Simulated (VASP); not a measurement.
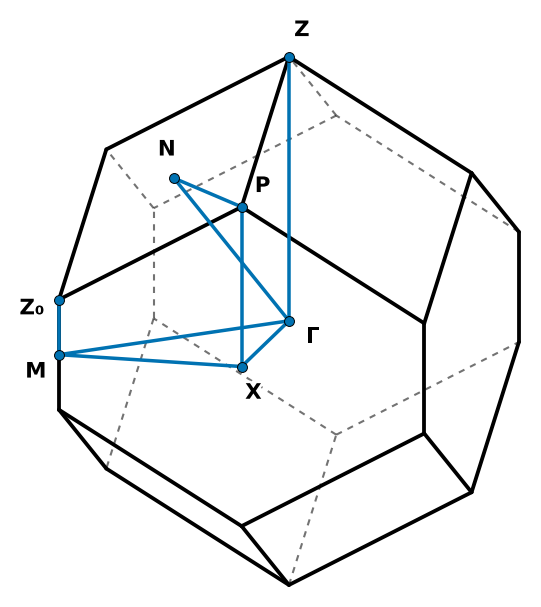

Crystal: Sn, the geometry relaxed with VASP Kohn-Sham DFT of a periodic cell, PBEsol, VASP PAW PBE potentials, recommended in VASP. The figure shows the first Brillouin zone with its special points and a band path. The drawing is computed from the coordinates (standard cell, symmetry found to 0.002 Å).

Labels and path follow the convention of Hinuma et al. (2017), as computed by seekpath.

### Which Bravais lattice has this zone?

A body-centred tetragonal lattice (tI; extended symbol tI1). The zone is an elongated dodecahedron in its combinatorial type: 12 faces (8 with 4 edges, 4 with 6 edges), 28 edges, 18 vertices.

### In which order does the conventional band path visit the special points?

Γ–X–M–Γ–Z | Z₀–M | X–P–N–Γ
